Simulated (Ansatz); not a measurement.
```
Mo S
1.0
     3.16100    0.00000    0.00000
    -1.58050    2.73751    0.00000
     0.00000    0.00000   12.29500
Mo S
2 4
Direct
  0.33333 0.66667 0.25000
  0.66667 0.33333 0.75000
  0.33333 0.66667 0.62279
  0.66667 0.33333 0.12279
  0.33333 0.66667 0.87721
  0.66667 0.33333 0.37721
```

Space group P6₃/mmc; computed pressure about 3 GPa in this cell; computed without spin polarisation.

Theory: DFT PBE, scalar-relativistic, plane waves, PAW in Ansatz 0.2.0.

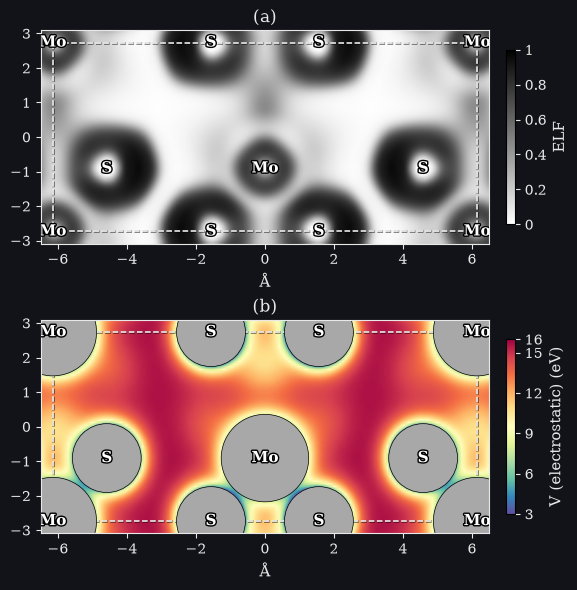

MoS2. (a) ELF; (b) electrostatic potential (local pseudopotential plus Hartree) felt by an electron on the (110) plane of the conventional cell. Grey discs cover the atomic cores in the potential map.

In a PAW calculation such maps are meaningful between the atoms, not at the nuclei.

**What does the map show?**

The plane passes through Mo and S nuclei. Mo–S (2.40 Å): the ELF peaks at about 0.85 in the valence shell of S, 0.8 Å from its nucleus, and is about 0.45 at the midpoint. The features right at Mo lie inside the PAW spheres, where the map follows smoothed inner orbitals and isn't to be read closely. Outside the cores the potential energy rises away from the atoms and is highest about 2.3 Å from the nearest atoms; its zero is arbitrary.

**Does the calculation give a band gap?**

It is gapped, with a Kohn–Sham gap of 0.95 eV on the k-point mesh, an upper bound to the gap of this method.
